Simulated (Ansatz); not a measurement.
A series of calculations on Tl

## 1. Scan

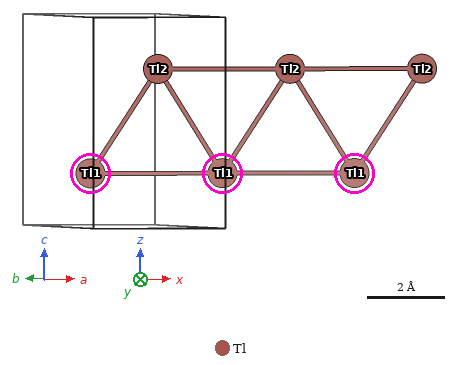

A scan of a crystal of Tl (P6_3/mmc): Tl1 (one in each cell of 2 atoms) is moved over the plane of the Cartesian directions x and z, all else fixed. The picture shows the reference cell. The ringed atoms are those of the scanned coordinate. A ball-and-stick model of the cell of the calculation, repeated 3 × 1 × 1 with one cell outlined, seen nearly along the normal of the scanned plane.

Theory: Ansatz, DFT PBE, scalar-relativistic, plane waves, PAW. Set-up: plane-wave cutoff 420 eV; k-point mesh 18 × 18 × 10; occupations gaussian; smearing width 0.15 eV; no spin polarisation. Energies (free energies at the smearing named) are counted from the cell as listed in its source, which wasn't relaxed.

```
CELL_PARAMETERS angstrom
3.45600 0.00000 0.00000
-1.72800 2.99298 0.00000
0.00000 0.00000 5.52500
ATOMIC_POSITIONS crystal
Tl 0.33333 0.66667 0.25000
Tl 0.66667 0.33333 0.75000
```

**Give the energy at each point on a grid with rows −0.30, −0.15, 0.00, 0.15, 0.30 and columns −0.30, −0.15, 0.00, 0.15, 0.30 (displacement along x (Å); displacement along z (Å)).**

Rows: displacement along x (Å); columns: displacement along z (Å); values in meV/cell.

```csv
,−0.30,−0.15,0.00,0.15,0.30
−0.30,173.8,55.5,17.1,55.5,173.8
−0.15,154.7,41.2,4.4,41.2,154.7
0.00,148.1,36.3,0.0,36.3,148.1
0.15,154.7,41.2,4.4,41.2,154.7
0.30,173.8,55.5,17.1,55.5,173.8
```

In pairs of (displacement along x (Å); displacement along z (Å)): the lowest computed point lies at (0.00, 0.00) (0.0 meV/cell), the highest at (−0.30, −0.30), (−0.30, 0.30), (0.30, 0.30), (0.30, −0.30) (173.8 meV/cell).  Over the ranges scanned the energy rises more along the second axis, the displacement along z.

## 2. Scan

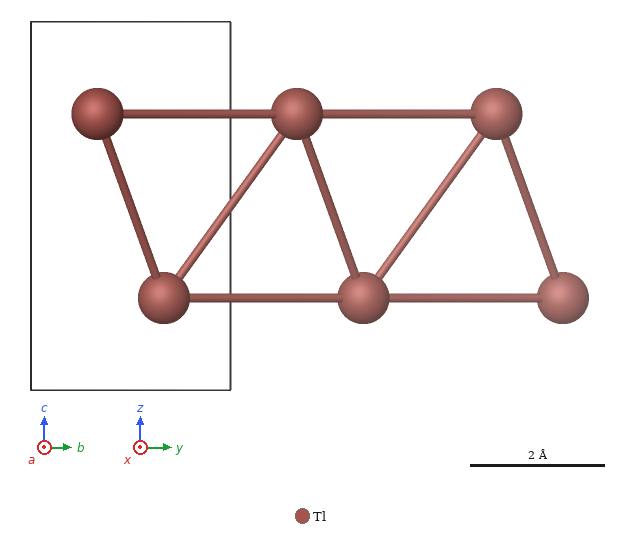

A crystal of Tl (P6_3/mmc): the ratio of the cell's length along z to its lengths across, counted as 1 for the reference, is changed at fixed volume (a c/a path), with the atoms kept at their fractional coordinates. x, y and z are the Cartesian axes of the input. The picture shows the reference cell. A ball-and-stick model of the cell of the calculation, repeated 2 × 3 × 1 with one cell outlined, seen along the a axis.

Theory: Ansatz 0.2.0, DFT PBE, scalar-relativistic, plane waves, PAW. Settings: plane-wave cutoff 420 eV; k-point mesh 18 × 18 × 10; occupations gaussian; smearing width 0.15 eV; no spin polarisation. Energies (free energies at the smearing named) are counted from the cell as listed in its source, which wasn't relaxed.

Input file:
```yaml
crystal:
  lattice:
    - [3.4559983565, 0.0, 0.0]
    - [-1.7279991783, 2.9929823722, 0.0]
    - [0.0, 0.0, 5.525]
  atoms:
    - { symbol: Tl, position: [0.3333333333, 0.6666666667, 0.25] }
    - { symbol: Tl, position: [0.6666666667, 0.3333333333, 0.75] }
basis:
  ecutwfc: 420
kpoints:
  mp_grid: { grid: [18, 18, 10] }
hamiltonian:
  xc: pbe
scf:
  occupations: { method: gaussian, width: 0.15 }
output:
  forces: true
  stress: true
  eigenvalues: true
```

Launched with:
```bash
ansatz run input.yaml --threads 1 --pin off --max-ram 2560MiB --backend cpu --events-out ev --progress --plain --runs-dir out
```

Question: What energies does the calculation give (the relative ratio: 0.80, 0.85, 0.92, 0.96, 1.00, 1.05, 1.10, 1.20, 1.30)?

Answer:
```
axial ratio over its reference value  ΔE (meV/atom)
                                0.80           64.3
                                0.85           37.7
                                0.92           13.0
                                0.96            3.4
                                1.00            0.0
                                1.05            5.7
                                1.10           17.4
                                1.20           64.3
                                1.30          138.1
```

The lowest computed point lies at the relative ratio 1.00 (0.0 meV/atom). The unrelaxed reference is under a pressure of 3.2 GPa. The distortion keeps the space group P6_3/mmc. At the relative ratio 1.30 the cell of the drawing goes a 3.456 → 3.167 Å, b 3.456 → 3.167 Å, c 5.525 → 6.581 Å.

## 3. Energy map

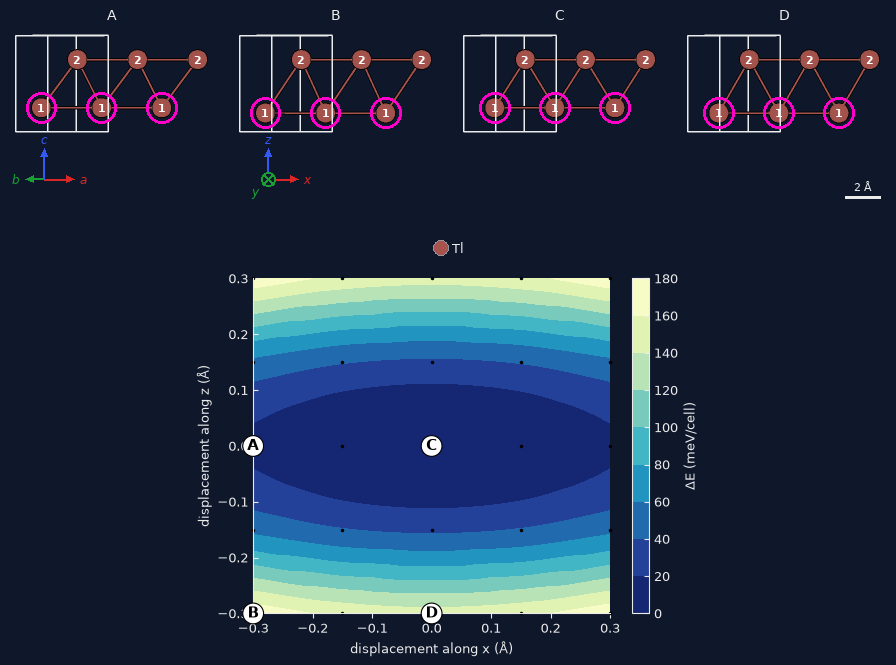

Energy scan for a crystal of Tl (P6_3/mmc), in which Tl1 (one in each cell of 2 atoms) is moved over the plane of the Cartesian directions x and z, all else fixed. The map is interpolated between the computed points (dots). The lettered frames are marked on it. The picture is a ball-and-stick view of the cell of the calculation, repeated 3 × 1 × 1 with one cell outlined, seen nearly along the normal of the scanned plane. The ringed atoms are those of the scanned coordinates.

Level of theory: Ansatz 0.2.0, DFT PBE, scalar-relativistic, plane waves, PAW. Settings: plane-wave cutoff 420 eV; k-point mesh 18 × 18 × 10; occupations gaussian; smearing width 0.15 eV; no spin polarisation. Energies (free energies at the smearing named) are counted from the cell as listed in its source, which wasn't relaxed.

Question: Describe the energy landscape.

Answer: In pairs of (displacement along x (Å); displacement along z (Å)): the lowest computed point lies at (0.00, 0.00) (0.0 meV/cell), the highest at (−0.30, −0.30), (−0.30, 0.30), (0.30, 0.30), (0.30, −0.30) (173.8 meV/cell).  Over the ranges scanned the energy rises more along the second axis, the displacement along z. The frames lie at A (−0.30, 0.00): 17.1 meV/cell, B (−0.30, −0.30): 173.8 meV/cell, C (0.00, 0.00): 0.0 meV/cell, D (0.00, −0.30): 148.1 meV/cell.
